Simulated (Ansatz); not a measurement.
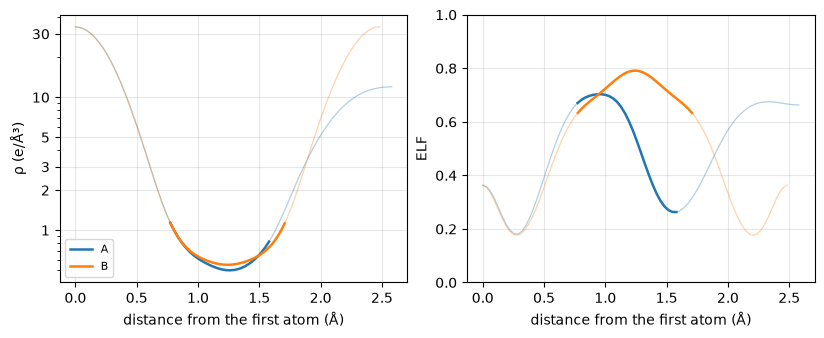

As$_{2}$Pt. Valence electron density and electron localisation function along straight lines between neighbouring atoms. Thin, pale parts lie inside the atomic spheres.

Space group Pa-3; changed on purpose from its base cell (volume × 1.06, shape and atoms relaxed); computed pressure about −7 GPa in this cell.

Theory: DFT PBE, scalar-relativistic, plane waves, PAW in Ansatz 0.2.0.

The density is the valence pseudo-density of a PAW calculation; it isn't the true density close to the nuclei.

Question: Which curve belongs to which contact (As–As and As–Pt)? The first atom named is at distance zero.

Answer: Curve A: As–Pt (2.58 Å): ρ at the midpoint is about 0.5 e/Å³; the ELF is about 0.50 at the midpoint. Curve B: As–As (2.48 Å): ρ at the midpoint is about 0.55 e/Å³; the ELF peaks at about 0.80 between the atoms.
